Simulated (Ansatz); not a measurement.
**Two runs on C**

System: C (P6₃/mmc, 8 atoms in the cell).
Method of run 1: DFT, PBE, plane waves, PAW, no spin polarisation (Ansatz 0.2.0).

The structure was built on a prototype by a generator. The geometry comes from this level: r2SCAN. Text and figures count atoms from 1; the logs count them from 0 in places.

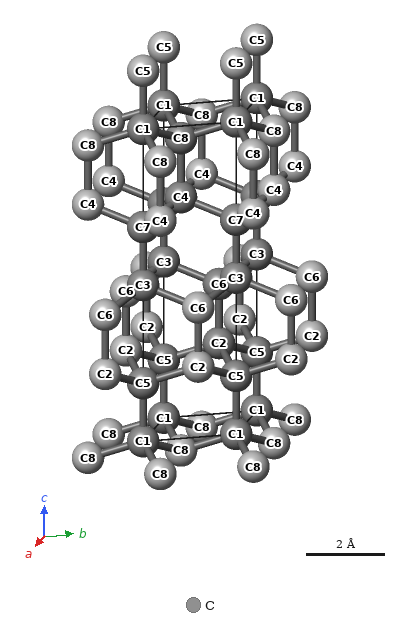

Figure 1. The structure (ball-and-stick view of the cell of the calculation, seen slightly off an axis; neighbours outside the cell are drawn fainter; atoms are numbered from 1 in the order of the input).

### The input, run 1
```yaml
crystal:
  lattice:
    - [2.5098430141, 0.0, 0.0]
    - [-1.254921507, 2.1735878097, 0.0]
    - [0.0, 0.0, 8.2802488779]
  atoms:
    - { symbol: C, position: [0.0, 0.0, 0.000814304] }
    - { symbol: C, position: [0.3333333333, 0.6666666667, 0.249247741] }
    - { symbol: C, position: [0.0, 0.0, 0.500814304] }
    - { symbol: C, position: [0.6666666667, 0.3333333333, 0.749247741] }
    - { symbol: C, position: [0.0, 0.0, 0.186685696] }
    - { symbol: C, position: [0.3333333333, 0.6666666667, 0.438252259] }
    - { symbol: C, position: [0.0, 0.0, 0.686685696] }
    - { symbol: C, position: [0.6666666667, 0.3333333333, 0.938252259] }
kpoints:
  mp_grid: { grid: [12, 12, 4] }
  band_path:
    path:
      - [0.0, 0.0, 0.0]
      - [0.5, 0.0, 0.0]
      - [0.3333333333, 0.3333333333, 0.0]
      - [0.0, 0.0, 0.5]
      - [0.5, 0.0, 0.5]
      - [0.3333333333, 0.3333333333, 0.5]
      - [0.0, 0.408854, 0.0]
    npoints: 1
hamiltonian:
  xc: pbe
scf:
  occupations: { method: fixed }
  n_extra_bands: 6
output:
  forces: true
  stress: true
  eigenvalues: true
```

Launched with:
```bash
ansatz run input.yaml --threads 2 --pin off --max-ram 3686MiB --backend cpu --events-out ev --progress --plain --runs-dir out
```

Hardware: 2 threads of Arm Neoverse V1, 24 GiB of memory available, shared host.

### Output, shortened to warnings, some set-up lines, iterations and results (run 1)
```
Basis set: ecut = 420 eV, 885 PW (Γ), exchange–correlation on 36×36×120 points (8 copies of the dense FFT grid, shifted against one another)
Symmetry: 24 space group operations
k-points: 57 of 576
Initial density: superposition of atomic densities (neutral atoms: chi_scale 0, normalization atom), corrected by the library's trained network
[...]
SCF iter   1: F=—  HF=-2006.384902 eV  |F-HF|=—  |Δ(HF+E_count)|=         —  Δρ=3.11e-3  dr2=3.09e-3  ethr=1.77e-3  ⟨swp⟩=4.6  Hψ=5583  notcnv=0  defer=217
SCF iter   2: F=—  HF=-2006.384365 eV  |F-HF|=—  |Δ(HF+E_count)|=   5.37e-4  Δρ=1.44e-3  dr2=4.35e-4  ethr=9.65e-6  ⟨swp⟩=2.4  Hψ=2629  notcnv=0  defer=226
SCF iter   3: F=—  HF=-2006.384485 eV  |F-HF|=—  |Δ(HF+E_count)|=   1.20e-4  Δρ=6.40e-4  dr2=1.09e-4  ethr=1.36e-6  ⟨swp⟩=2.1  Hψ=2002  notcnv=0  defer=226
SCF iter   4: F=—  HF=-2006.384514 eV  |F-HF|=—  |Δ(HF+E_count)|=   2.85e-5  Δρ=2.27e-4  dr2=6.51e-6  ethr=3.41e-7  ⟨swp⟩=2.1  Hψ=1784  notcnv=0  defer=121
SCF iter   5: F=—  HF=-2006.384516 eV  |F-HF|=—  |Δ(HF+E_count)|=   2.69e-6  Δρ=3.62e-5  dr2=1.94e-7  ethr=2.03e-8  ⟨swp⟩=2.3  Hψ=2110  notcnv=0  defer=98
SCF iter   6: F=-2006.384517 eV  HF=-2006.384517 eV  |F-HF|=1.34e-9  |Δ(HF+E_count)|=   2.16e-7  Δρ=2.40e-6  dr2=1.63e-9  ethr=3.13e-10  ⟨swp⟩=9.9  Hψ=5986  notcnv=0
SCF 1 converged in 6 iterations: F = -2006.384517 eV  dr2 = 1.63e-9
NSCF: frozen V_eff on 7 k-points
SCF converged after 6 iterations
Free energy (F): -2006.384517 eV
Harris-Foulkes:  -2006.384517 eV  (|F-HF|=1.34e-9)
Internal energy: -2006.384517 eV  (E = F + TS)
E sigma→0 (E₀):  -2006.384517 eV
Fermi energy:    13.528646 eV
--- Per-component energies (eV) ---
  E_band       = 140.443134
  E_kinetic    = 739.326367
  E_local      = -490.165017  (includes V_loc(G=0)·N_el)
  E_nonlocal   = 213.573327
  E_hartree    = 107.713201
  E_xc         = -390.094992
  E_vxc        = -484.317565  (∫ρ·V_xc dr)
  E_paw        = -793.855962  (= ΣΔE_a)
  E_vpaw       = -53.400442  (= ΣTr[D̂ρ^β])
  E_aug_tail   = 0.000066  (compensation charges beyond the density's cutoff)
  E_ewald      = -1392.881507
  E_smearing   = -0.000000  (= −TS)
  E_closure    = 0.000000  (closes the sum)
  Σ components = -2006.384517   (vs F -2006.384517, Δ=0.00e0)
--- Forces (eV/Å), atoms counted from 1 ---
  atom   1  C     -0.00000000     0.00000000    -0.01071489
  atom   2  C     -0.00000000     0.00000000     0.02005494
  atom   3  C      0.00000000    -0.00000000    -0.01071489
  atom   4  C      0.00000000    -0.00000000     0.02005494
  atom   5  C      0.00000000    -0.00000000     0.01071489
  atom   6  C     -0.00000000     0.00000000    -0.02005494
  atom   7  C     -0.00000000     0.00000000     0.01071489
  atom   8  C      0.00000000    -0.00000000    -0.02005494
  max |Σ_I F_I| component: 6.94e-17 eV/Å
--- Stress (GPa, compression-positive) ---
        4.293308      -0.000000       0.000000
        0.000000       4.293308       0.000000
        0.000000       0.000000       3.931345
  P = ⅓ Tr σ = 4.1727 GPa (41.727 kbar)
```

Run 2 used a changed input.

### The two runs side by side

| quantity | run 1 | run 2 |
| --- | --- | --- |
| outcome | converged | converged |
| free energy per atom (eV) | −250.7981 | −251.5453 |
| gap on the mesh (eV) | 4.57 | 4.80 |
| pressure (GPa) | 4.17 | 0.00 |
| largest force (eV/Å) | 0.020 | 0.001 |
| SCF iterations | 6 | 7 |
| irreducible k-points | 57 | 57 |
| plane waves at Γ | 885 | 1165 |
| wall time (shared host) | 1.9 s | 4.6 s |

Which change of the input explains these differences?

The change (lines with − go, lines with + come):
```diff
-  xc: pbe
+  xc: r2scan
```

The total energies belong to different methods, so their difference says nothing on which is more stable or more accurate. The gap on the mesh goes from 4.57 to 4.80 eV. The pressure goes from 4.17 to 0.00 GPa. The functional changes from PBE to r2SCAN. The SCF takes 7 iterations against 6. The default cutoff goes from 420 to 500 eV with the change. The plane waves at Γ go from 885 to 1165.

### Output, shortened to warnings, some set-up lines, iterations and results (run 2)
```
Basis set: ecut = 500 eV, 1165 PW (Γ), exchange–correlation on 80×80×256 points (64 copies of the dense FFT grid, shifted against one another)
Symmetry: 24 space group operations
k-points: 57 of 576
Initial density: superposition of atomic densities (neutral atoms: chi_scale 0, normalization atom), corrected by the library's trained network
[...]
SCF iter   1: F=—  HF=-2012.136076 eV  |F-HF|=—  |Δ(HF+E_count)|=         —  Δρ=9.44e-3  dr2=1.37e-2  dr2_τ=1.54e0  ethr=1.77e-3  ⟨swp⟩=4.5  Hψ=5583  notcnv=0  defer=211
SCF iter   2: F=—  HF=-2012.361926 eV  |F-HF|=—  |Δ(HF+E_count)|=   2.26e-1  Δρ=5.81e-3  dr2=4.53e-3  dr2_τ=2.59e-4  ethr=4.28e-5  ⟨swp⟩=2.9  Hψ=2837  notcnv=0  defer=224
SCF iter   3: F=—  HF=-2012.362780 eV  |F-HF|=—  |Δ(HF+E_count)|=   8.54e-4  Δρ=1.67e-3  dr2=2.63e-3  dr2_τ=1.61e-4  ethr=1.41e-5  ⟨swp⟩=2.2  Hψ=2011  notcnv=0  defer=226
SCF iter   4: F=—  HF=-2012.362018 eV  |F-HF|=—  |Δ(HF+E_count)|=   7.62e-4  Δρ=5.08e-4  dr2=6.59e-5  dr2_τ=1.48e-5  ethr=8.22e-6  ⟨swp⟩=2.0  Hψ=1919  notcnv=0  defer=226
SCF iter   5: F=—  HF=-2012.362015 eV  |F-HF|=—  |Δ(HF+E_count)|=   2.98e-6  Δρ=7.99e-5  dr2=1.44e-6  dr2_τ=1.48e-7  ethr=2.06e-7  ⟨swp⟩=2.1  Hψ=1804  notcnv=0  defer=116
SCF iter   6: F=—  HF=-2012.362016 eV  |F-HF|=—  |Δ(HF+E_count)|=   5.54e-7  Δρ=3.35e-5  dr2=1.38e-7  dr2_τ=1.93e-8  ethr=4.50e-9  ⟨swp⟩=2.1  Hψ=2064  notcnv=0  defer=117
SCF iter   7: F=-2012.362016 eV  HF=-2012.362016 eV  |F-HF|=2.54e-9  |Δ(HF+E_count)|=   4.14e-8  Δρ=4.27e-6  dr2=2.09e-9  dr2_τ=7.03e-10  ethr=3.13e-10  ⟨swp⟩=10.4  Hψ=5986  …
SCF 1 converged in 7 iterations: F = -2012.362016 eV  dr2 = 2.09e-9
NSCF: frozen V_eff on 7 k-points
SCF converged after 7 iterations
Free energy (F): -2012.362016 eV
Harris-Foulkes:  -2012.362016 eV  (|F-HF|=2.54e-9)
Internal energy: -2012.362016 eV  (E = F + TS)
E sigma→0 (E₀):  -2012.362016 eV
Fermi energy:    13.507797 eV
--- Per-component energies (eV) ---
  E_band       = 122.686892
  E_kinetic    = 737.785283
  E_local      = -485.183038  (includes V_loc(G=0)·N_el)
  E_nonlocal   = 210.379016
  E_hartree    = 107.373290
  E_xc         = -383.809432
  E_vxc        = -530.388445  (∫ρ·V_xc dr)
  E_paw        = -805.827471  (= ΣΔE_a)
  E_vpaw       = -52.640059  (= ΣTr[D̂ρ^β])
  E_aug_tail   = 0.000034  (compensation charges beyond the density's cutoff)
  E_vtau       = 27.987519  (kinetic-family band-sum trace: ∫τ·v_τ [+ j·A + Jᵃ·Aᵃ] dr)
  E_ewald      = -1392.881507
  E_core_change = -0.198190  (= ΣΔE_core)
  E_smearing   = -0.000000  (= −TS)
  E_closure    = -0.000000  (closes the sum)
  Σ components = -2012.362016   (vs F -2012.362016, Δ=0.00e0)
--- Forces (eV/Å), atoms counted from 1 ---
  atom   1  C     -0.00000000     0.00000000    -0.00090279
  atom   2  C      0.00000000     0.00000000    -0.00002979
  atom   3  C      0.00000000    -0.00000000    -0.00090279
  atom   4  C      0.00000000    -0.00000000    -0.00002979
  atom   5  C      0.00000000    -0.00000000     0.00090279
  atom   6  C      0.00000000     0.00000000     0.00002979
  atom   7  C     -0.00000000     0.00000000     0.00090279
  atom   8  C      0.00000000    -0.00000000     0.00002979
  max |Σ_I F_I| component: 4.63e-18 eV/Å
--- Stress (GPa, compression-positive) ---
        0.001859       0.000000       0.000000
        0.000000       0.001859       0.000000
        0.000000       0.000000       0.006430
  P = ⅓ Tr σ = 0.0034 GPa (0.034 kbar)
```
